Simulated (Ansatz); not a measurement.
SrTiO3: geometry relaxation (part 1 of 2)

- system: SrTiO3 (5 atoms in the cell)
- method: DFT PBE, scalar-relativistic, plane waves, PAW, no spin polarisation (Ansatz 0.2.0)

The structure derives from a Materials Project entry. Figures and captions count atoms from 1; the log counts them from 0 in places.

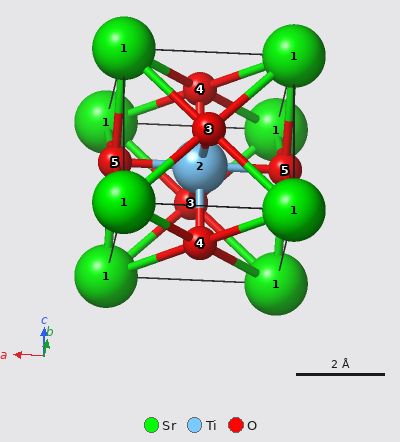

Figure 1. The input geometry (ball-and-stick view of the cell of the calculation, seen at an oblique angle; atoms are numbered from 1 in the order of the input).

## Results in brief

```csv
quantity,value
outcome,converged
space group (tolerance 0.01 Å),Pm-3m (221)
electrons treated,40
free energy,−7754.4870 eV
Fermi energy,10.580 eV
gap on the k-point mesh,1.84 eV
pressure,0.01 GPa
final volume,61.00 Å³
largest force (length of the vector) at the end,under 0.001 eV/Å
final cell,"a = 3.936 Å, b = 3.936 Å, c = 3.936 Å, α = 90.00°, β = 90.00°, γ = 90.00°"
hardware,"8 threads of Arm Neoverse V1, 24 GiB of memory available, shared host"
wall time,3 s (CPU time 17 s)
peak memory,0.42 GiB
```

## The input
```yaml
crystal:
  lattice:
    - [3.91270131, 0.0, 0.0]
    - [0.0, 3.91270131, 0.0]
    - [0.0, 0.0, 3.91270131]
  atoms:
    - { symbol: Sr, position: [0.0, 0.0, 0.0] }
    - { symbol: Ti, position: [0.5, 0.5, 0.5] }
    - { symbol: O, position: [0.5, 0.0, 0.5] }
    - { symbol: O, position: [0.5, 0.5, 0.0] }
    - { symbol: O, position: [0.0, 0.5, 0.5] }
basis:
  ecutwfc: 420
kpoints:
  mp_grid: { grid: [6, 6, 6] }
hamiltonian:
  xc: pbe
scf:
  occupations: { method: gaussian, width: 0.02 }
output:
  forces: true
  stress: true
  eigenvalues: true
  write_density: true
  write_potential: true
  elf: true
  volumetric_format: npy
relax:
  adjacent_minimum: "off"
  f_tol: 0.005
  max_steps: 80
  cell: { stress_tol: 0.05 }
```

Run as:
```bash
ansatz run input.yaml --threads 8 --pin off --max-ram 16384MiB --backend cpu --events-out ev --progress --plain --runs-dir out
```

## What the program printed
```
Engine: ansatz 0.2.0, aarch64-unknown-linux-gnu
Pseudopotentials: kind: paw
Pseudopotential: Sr, paw, valence charge 10, recommended cutoff 420 eV (normal), Sr.paw.azcp
Pseudopotential: Ti, paw, valence charge 12, recommended cutoff 420 eV (normal), Ti.paw.azcp
Pseudopotential: O, paw, valence charge 6, recommended cutoff 420 eV (normal), O.paw.azcp
Functional definition: PBE
  parameter kappa = 0.804
  parameter beta = 0.06672455060314922
  exchange = pbe_x(kappa = kappa, mu = beta*pi^2/3)
  correlation = pbe_c(beta = beta)
Crystal: 5 atoms, lattice volume = 59.900 Å³
Basis set: ecut = 420 eV, 1189 PW (Γ), exchange–correlation on 54×54×54 points (8 copies of the dense FFT grid, shifted against one another)
Bands: 25, of which v1, the nominal top of the filled ones, is band 20 counted from 1 (19 counted from 0)
Symmetry: 48 space group operations
Space group: Pm-3m (ITA 221), of the structure as read, at distance tolerance 3.9e-5 Å
k-points: 20 of 216
Non-local potential: Sr, projectors of the file, l = 0: 3, l = 1: 2, l = 2: 2
Non-local potential: Ti, projectors of the file, l = 0: 3, l = 1: 2, l = 2: 3, l = 3: 1
Non-local potential: O, projectors of the file, l = 0: 2, l = 1: 2, l = 2: 1
PAW form: soft (Blöchl's): semilocal exchange-correlation on the pseudo side does not see the compensation charge
PAW one-centre angular grid: Sr, 110 points (default); XC on 64 Gauss nodes
PAW one-centre angular grid: Ti, 590 points (default); XC on 64 Gauss nodes
PAW one-centre angular grid: O, 110 points (default); XC on 64 Gauss nodes
Initial density: superposition of atomic densities (neutral atoms: chi_scale 0, normalization atom), corrected by the library's trained network
Initial wavefunctions: pseudopotential atomic-orbital guess
Functional: x = pbe(κ = 0.804, μ = 0.2195149727645171), c = pbe(β = 0.06672455060314922)
SCF iter   1: F=—  HF=-7754.473884 eV  |F-HF|=—  |Δ(HF+E_count)|=         —  Δρ=1.97e-3  dr2=1.32e-3  ethr=1.77e-3  ⟨swp⟩=7.5  Hψ=2666  notcnv=0
preconditioner: auto → Resta (q_TF=auto, 2.551 Å⁻¹)  ε∞=5.6  [insulator: Δε(μ)=1.857 eV  Ē_g=12.212 eV  σ=0.020 eV  W_gap=1.00  n_scr=18 (ndim 8)  ℏωp=26.3 eV  f_vac=0.000  D(μ)=0.00/eV (n_scr^D=0)  ε∞_Penn≈5.6]
SCF iter   2: F=—  HF=-7754.476244 eV  |F-HF|=—  |Δ(HF+E_count)|=   2.36e-3  Δρ=9.18e-4  dr2=2.16e-4  ethr=3.29e-6  ⟨swp⟩=3.4  Hψ=1124  notcnv=0  defer=9
SCF iter   3: F=—  HF=-7754.476365 eV  |F-HF|=—  |Δ(HF+E_count)|=   1.21e-4  Δρ=2.31e-4  dr2=1.95e-5  ethr=5.41e-7  ⟨swp⟩=2.5  Hψ=714  notcnv=0  defer=11
SCF iter   4: F=—  HF=-7754.475755 eV  |F-HF|=—  |Δ(HF+E_count)|=   6.10e-4  Δρ=6.46e-5  dr2=2.98e-6  ethr=4.87e-8  ⟨swp⟩=2.0  Hψ=874  notcnv=0  defer=10
SCF iter   5: F=—  HF=-7754.475754 eV  |F-HF|=—  |Δ(HF+E_count)|=   2.07e-7  Δρ=2.32e-5  dr2=4.55e-7  ethr=7.46e-9  ⟨swp⟩=1.9  Hψ=512  notcnv=0  defer=10
SCF iter   6: F=-7754.475754 eV  HF=-7754.475754 eV  |F-HF|=2.94e-8  |Δ(HF+E_count)|=   4.51e-8  Δρ=5.26e-6  dr2=3.81e-8  ethr=2.50e-10  ⟨swp⟩=13.2  Hψ=3790  notcnv=0
SCF 1 converged in 6 iterations: F = -7754.475754 eV  dr2 = 3.81e-8
  greatest PAW one-centre occupation: 0.999 electrons in one spin orbital (limit 2), on the Ti atom at site 1 (counted from 0), in its partial waves of l = 0
relax step   1: F+E_penalty+E_count = -7754.47575427 eV  Δ(F+E_penalty+E_count) = +0.000e0 eV  max|allowed force component| = 1.672e-29 eV/Å  Δτ_max = 0.0000 Å  P = +3.221 GPa  Ω = 59.900 Å³  (6 SCF iters, dr2 threshold 1.00e-7 eV, accepted)
Crystal: 5 atoms, lattice volume = 60.876 Å³
Basis set: ecut = 420 eV, 1213 PW (Γ), exchange–correlation on 54×54×54 points (8 copies of the dense FFT grid, shifted against one another)
Initial density: handed on by an earlier stage of this run
Initial wavefunctions: those handed on with the density
iter 1 solved again at ethr=4.67e-6 eV; its pass at ethr=3.10e-3 eV (dr2=1.87e-3 eV) is discarded
SCF iter   1: F=—  HF=-7754.483636 eV  |F-HF|=—  |Δ(HF+E_count)|=         —  Δρ=2.09e-3  dr2=2.00e-3  ethr=4.67e-6  ⟨swp⟩=2.0  Hψ=2729  notcnv=0
preconditioner: auto → Resta (q_TF=auto, 2.544 Å⁻¹)  ε∞=5.6  [insulator: Δε(μ)=1.824 eV  Ē_g=12.105 eV  σ=0.020 eV  W_gap=1.00  n_scr=18 (ndim 8)  ℏωp=26.1 eV  f_vac=0.000  D(μ)=0.00/eV (n_scr^D=0)  ε∞_Penn≈5.6]
SCF iter   2: F=—  HF=-7754.483266 eV  |F-HF|=—  |Δ(HF+E_count)|=   3.70e-4  Δρ=6.69e-4  dr2=2.21e-4  ethr=4.67e-6  ⟨swp⟩=2.0  Hψ=785  notcnv=0
SCF iter   3: F=—  HF=-7754.482633 eV  |F-HF|=—  |Δ(HF+E_count)|=   6.33e-4  Δρ=2.43e-4  dr2=3.13e-5  ethr=5.53e-7  ⟨swp⟩=2.1  Hψ=757  notcnv=0
iter 4 did not close the SCF: its close was put off for the readings that it lacked (scf_convergence_deferred on its scf_iter line)
SCF iter   4: F=-7754.482641 eV  HF=-7754.482641 eV  |F-HF|=4.46e-7  |Δ(HF+E_count)|=   7.93e-6  Δρ=4.10e-5  dr2=4.34e-7  ethr=7.83e-8  ⟨swp⟩=3.0  Hψ=972  notcnv=0
iter 5 did not close the SCF: its close was put off for the readings that it lacked (scf_convergence_deferred on its scf_iter line)
SCF iter   5: F=-7754.482641 eV  HF=-7754.482641 eV  |F-HF|=3.94e-8  |Δ(HF+E_count)|=   5.17e-7  Δρ=7.90e-6  dr2=3.31e-8  ethr=1.09e-9  ⟨swp⟩=2.0  Hψ=759  notcnv=0
SCF iter   6: F=-7754.482641 eV  HF=-7754.482641 eV  |F-HF|=2.32e-9  |Δ(HF+E_count)|=   4.73e-8  Δρ=1.77e-6  dr2=2.30e-9  ethr=8.28e-11  ⟨swp⟩=6.6  Hψ=3178  notcnv=0
SCF 2 converged in 6 iterations: F = -7754.482641 eV  dr2 = 2.30e-9
relax step   2: F+E_penalty+E_count = -7754.48264131 eV  Δ(F+E_penalty+E_count) = -6.887e-3 eV  max|allowed force component| = 5.345e-30 eV/Å  Δτ_max = 0.0000 Å  P = +0.233 GPa  Ω = 60.876 Å³  energy of the carried Pulay correction = -3.511e-3 eV  (6 SCF iters, dr2 threshold 5.00e-7 eV, accepted)
Crystal: 5 atoms, lattice volume = 60.954 Å³
iter 1 solved again at ethr=2.95e-8 eV; its pass at ethr=3.10e-3 eV (dr2=1.18e-5 eV) is discarded
SCF iter   1: F=—  HF=-7754.483059 eV  |F-HF|=—  |Δ(HF+E_count)|=         —  Δρ=1.49e-4  dr2=9.73e-6  ethr=2.95e-8  ⟨swp⟩=2.0  Hψ=2594  notcnv=0
preconditioner: auto → Resta (q_TF=auto, 2.543 Å⁻¹)  ε∞=5.6  [insulator: Δε(μ)=1.839 eV  Ē_g=12.104 eV  σ=0.020 eV  W_gap=1.00  n_scr=18 (ndim 8)  ℏωp=26.1 eV  f_vac=0.000  D(μ)=0.00/eV (n_scr^D=0)  ε∞_Penn≈5.6]
SCF iter   2: F=—  HF=-7754.482423 eV  |F-HF|=—  |Δ(HF+E_count)|=   6.36e-4  Δρ=6.28e-5  dr2=1.93e-6  ethr=2.43e-8  ⟨swp⟩=2.0  Hψ=900  notcnv=0
SCF iter   3: F=—  HF=-7754.482422 eV  |F-HF|=—  |Δ(HF+E_count)|=   1.02e-7  Δρ=1.67e-5  dr2=1.44e-7  ethr=4.83e-9  ⟨swp⟩=2.6  Hψ=772  notcnv=0
iter 4 did not close the SCF: its close was put off for the readings that it lacked (scf_convergence_deferred on its scf_iter line)
SCF iter   4: F=-7754.482423 eV  HF=-7754.482423 eV  |F-HF|=2.04e-9  |Δ(HF+E_count)|=   4.47e-8  Δρ=5.27e-6  dr2=1.67e-8  ethr=3.60e-10  ⟨swp⟩=2.4  Hψ=760  notcnv=0
iter 5 did not close the SCF: its close was put off for the readings that it lacked (scf_convergence_deferred on its scf_iter line)
SCF iter   5: F=-7754.482423 eV  HF=-7754.482423 eV  |F-HF|=1.64e-11  |Δ(HF+E_count)|=   8.69e-9  Δρ=1.40e-6  dr2=7.38e-10  ethr=4.17e-11  ⟨swp⟩=2.0  Hψ=795  notcnv=0
SCF iter   6: F=-7754.482423 eV  HF=-7754.482423 eV  |F-HF|=1.82e-12  |Δ(HF+E_count)|=  3.04e-10  Δρ=3.36e-7  dr2=6.99e-11  ethr=1.85e-12  ⟨swp⟩=5.2  Hψ=2701  notcnv=0
SCF 3 converged in 6 iterations: F = -7754.482423 eV  dr2 = 6.99e-11
relax step   3: F+E_penalty+E_count = -7754.48242255 eV  Δ(F+E_penalty+E_count) = +2.188e-4 eV  max|allowed force component| = 6.027e-30 eV/Å  Δτ_max = 0.0000 Å  P = +0.006 GPa  Ω = 60.954 Å³  energy of the carried Pulay correction = -3.787e-3 eV  (6 SCF iters, dr2 threshold 1.36e-7 eV, accepted)
Initial wavefunctions: pseudopotential atomic-orbital guess (no wavefunctions were taken with the density)
iter 1 solved again at ethr=3.69e-7 eV; its pass at ethr=3.10e-3 eV (dr2=1.47e-4 eV) is discarded
SCF iter   1: F=—  HF=-7754.487077 eV  |F-HF|=—  |Δ(HF+E_count)|=         —  Δρ=2.93e-4  dr2=3.84e-6  ethr=3.69e-7  ⟨swp⟩=3.8  Hψ=4038  notcnv=0
preconditioner: auto → Resta (q_TF=auto, 2.543 Å⁻¹)  ε∞=5.6  [insulator: Δε(μ)=1.842 eV  Ē_g=12.105 eV  σ=0.020 eV  W_gap=1.00  n_scr=18 (ndim 8)  ℏωp=26.1 eV  f_vac=0.000  D(μ)=0.00/eV (n_scr^D=0)  ε∞_Penn≈5.6]
SCF iter   2: F=—  HF=-7754.486687 eV  |F-HF|=—  |Δ(HF+E_count)|=   3.90e-4  Δρ=1.43e-4  dr2=6.74e-7  ethr=9.61e-9  ⟨swp⟩=2.2  Hψ=906  notcnv=0
SCF iter   3: F=—  HF=-7754.486774 eV  |F-HF|=—  |Δ(HF+E_count)|=   8.71e-5  Δρ=4.16e-5  dr2=7.23e-8  ethr=1.68e-9  ⟨swp⟩=2.8  Hψ=829  notcnv=0
SCF iter   4: F=—  HF=-7754.486782 eV  |F-HF|=—  |Δ(HF+E_count)|=   7.32e-6  Δρ=1.50e-6  dr2=8.34e-10  ethr=1.81e-10  ⟨swp⟩=2.0  Hψ=800  notcnv=0
SCF iter   5: F=—  HF=-7754.486782 eV  |F-HF|=—  |Δ(HF+E_count)|=   4.99e-9  Δρ=4.40e-7  dr2=1.38e-10  ethr=2.08e-12  ⟨swp⟩=2.5  Hψ=814  notcnv=0
SCF iter   6: F=-7754.486782 eV  HF=-7754.486782 eV  |F-HF|=5.46e-12  |Δ(HF+E_count)|=  1.64e-11  Δρ=1.01e-7  dr2=4.98e-12  ethr=1.00e-12  ⟨swp⟩=6.0  Hψ=2333  notcnv=0
SCF 4 converged in 6 iterations: F = -7754.486782 eV  dr2 = 4.98e-12
relax step   4: F+E_penalty+E_count = -7754.48678168 eV  Δ(F+E_penalty+E_count) = -4.359e-3 eV  max|allowed force component| = 1.232e-29 eV/Å  Δτ_max = 0.0000 Å  P = +0.127 GPa  Ω = 60.954 Å³  stress off target by 1.27e-1 GPa  SCF on the basis re-selected at this cell (its energy is not comparable with the rows above)  (6 SCF iters)
basis re-selected at this cell: Δ(F+E_penalty+E_count) = -4.359e-3 eV, ΔP = +0.122 GPa vs the last step (what re-selecting the basis moved, of the pressure what is left beyond the Pulay correction that the steps carried, after the strain that the cell walked since its last selection, with what the two solves' SCF thresholds leave and, on support functions, any second-order correction that the steps lacked; it is no measure of the basis error at this ecutwfc). This SCF's stress stands 1.27e-1 GPa from its target on what of the cell is left free (relax.cell.stress_tol is 5.00e-2 GPa) and its largest allowed force component is 1.23e-29 eV/Å (relax.f_tol is 5.00e-3 eV/Å): not within both, so this SCF does not close the relaxation
Crystal: 5 atoms, lattice volume = 60.997 Å³
iter 1 solved again at ethr=8.16e-9 eV; its pass at ethr=3.10e-3 eV (dr2=3.26e-6 eV) is discarded
SCF iter   1: F=—  HF=-7754.487289 eV  |F-HF|=—  |Δ(HF+E_count)|=         —  Δρ=7.92e-5  dr2=2.59e-6  ethr=8.16e-9  ⟨swp⟩=2.0  Hψ=2594  notcnv=0
preconditioner: auto → Resta (q_TF=auto, 2.543 Å⁻¹)  ε∞=5.6  [insulator: Δε(μ)=1.840 eV  Ē_g=12.099 eV  σ=0.020 eV  W_gap=1.00  n_scr=18 (ndim 8)  ℏωp=26.0 eV  f_vac=0.000  D(μ)=0.00/eV (n_scr^D=0)  ε∞_Penn≈5.6]
SCF iter   2: F=—  HF=-7754.486645 eV  |F-HF|=—  |Δ(HF+E_count)|=   6.44e-4  Δρ=3.99e-5  dr2=7.70e-7  ethr=6.48e-9  ⟨swp⟩=2.2  Hψ=905  notcnv=0
SCF iter   3: F=—  HF=-7754.486645 eV  |F-HF|=—  |Δ(HF+E_count)|=   5.85e-8  Δρ=1.01e-5  dr2=5.06e-8  ethr=1.93e-9  ⟨swp⟩=2.3  Hψ=719  notcnv=0
iter 4 did not close the SCF: its close was put off for the readings that it lacked (scf_convergence_deferred on its scf_iter line)
SCF iter   4: F=-7754.486645 eV  HF=-7754.486645 eV  |F-HF|=3.38e-9  |Δ(HF+E_count)|=   9.09e-9  Δρ=4.60e-6  dr2=1.31e-8  ethr=1.26e-10  ⟨swp⟩=2.0  Hψ=675  notcnv=0
iter 5 did not close the SCF: its close was put off for the readings that it lacked (scf_convergence_deferred on its scf_iter line)
SCF iter   5: F=-7754.486645 eV  HF=-7754.486645 eV  |F-HF|=6.09e-11  |Δ(HF+E_count)|=   2.80e-9  Δρ=1.05e-6  dr2=3.19e-10  ethr=3.27e-11  ⟨swp⟩=2.1  Hψ=802  notcnv=0
SCF iter   6: F=-7754.486645 eV  HF=-7754.486645 eV  |F-HF|=1.82e-12  |Δ(HF+E_count)|=  1.75e-10  Δρ=2.50e-7  dr2=3.25e-11  ethr=1.00e-12  ⟨swp⟩=5.0  Hψ=2652  notcnv=0
SCF 5 converged in 6 iterations: F = -7754.486645 eV  dr2 = 3.25e-11
relax step   5: F+E_penalty+E_count = -7754.48664542 eV  Δ(F+E_penalty+E_count) = +1.363e-4 eV  max|allowed force component| = 3.881e-29 eV/Å  Δτ_max = 0.0000 Å  P = +0.004 GPa  Ω = 60.997 Å³  energy of the carried Pulay correction = -1.540e-4 eV  (6 SCF iters, accepted)
iter 1 solved again at ethr=3.59e-7 eV; its pass at ethr=3.10e-3 eV (dr2=1.43e-4 eV) is discarded
SCF iter   1: F=—  HF=-7754.487684 eV  |F-HF|=—  |Δ(HF+E_count)|=         —  Δρ=3.77e-5  dr2=3.40e-7  ethr=3.59e-7  ⟨swp⟩=3.8  Hψ=4040  notcnv=0
preconditioner: auto → Resta (q_TF=auto, 2.543 Å⁻¹)  ε∞=5.6  [insulator: Δε(μ)=1.841 eV  Ē_g=12.100 eV  σ=0.020 eV  W_gap=1.00  n_scr=18 (ndim 8)  ℏωp=26.0 eV  f_vac=0.000  D(μ)=0.00/eV (n_scr^D=0)  ε∞_Penn≈5.6]
SCF iter   2: F=—  HF=-7754.487046 eV  |F-HF|=—  |Δ(HF+E_count)|=   6.37e-4  Δρ=1.58e-5  dr2=4.88e-8  ethr=8.49e-10  ⟨swp⟩=3.0  Hψ=1025  notcnv=0
SCF iter   3: F=—  HF=-7754.487047 eV  |F-HF|=—  |Δ(HF+E_count)|=   2.12e-7  Δρ=1.07e-5  dr2=2.26e-8  ethr=1.22e-10  ⟨swp⟩=1.1  Hψ=501  notcnv=0
SCF iter   4: F=—  HF=-7754.487047 eV  |F-HF|=—  |Δ(HF+E_count)|=   1.78e-7  Δρ=6.02e-7  dr2=1.49e-10  ethr=5.65e-11  ⟨swp⟩=2.0  Hψ=776  notcnv=0
SCF iter   5: F=—  HF=-7754.487047 eV  |F-HF|=—  |Δ(HF+E_count)|=  3.37e-11  Δρ=3.13e-7  dr2=5.26e-11  ethr=1.00e-12  ⟨swp⟩=1.4  Hψ=551  notcnv=0
SCF iter   6: F=-7754.487047 eV  HF=-7754.487047 eV  |F-HF|=5.46e-12  |Δ(HF+E_count)|=  2.91e-11  Δρ=1.25e-7  dr2=6.19e-12  ethr=1.00e-12  ⟨swp⟩=6.0  Hψ=2253  notcnv=0
SCF 6 converged in 6 iterations: F = -7754.487047 eV  dr2 = 6.19e-12
relax step   6: F+E_penalty+E_count = -7754.48704685 eV  Δ(F+E_penalty+E_count) = -4.014e-4 eV  max|allowed force component| = 3.692e-29 eV/Å  Δτ_max = 0.0000 Å  P = +0.006 GPa  Ω = 60.997 Å³  stress off target by 5.59e-3 GPa  SCF on the basis re-selected at this cell (its energy is not comparable with the rows above)  (6 SCF iters)
```

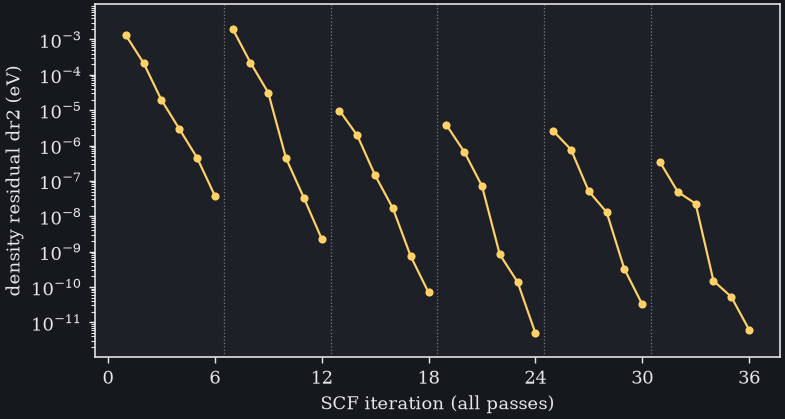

Figure 2. Convergence of the self-consistent field: density residual dr2 against the SCF iteration. The dotted lines part the SCF passes of the relaxation: geometry steps, rejected trials and re-solves on a re-selected basis. The 6 passes take 6 iterations each, 36 in all.
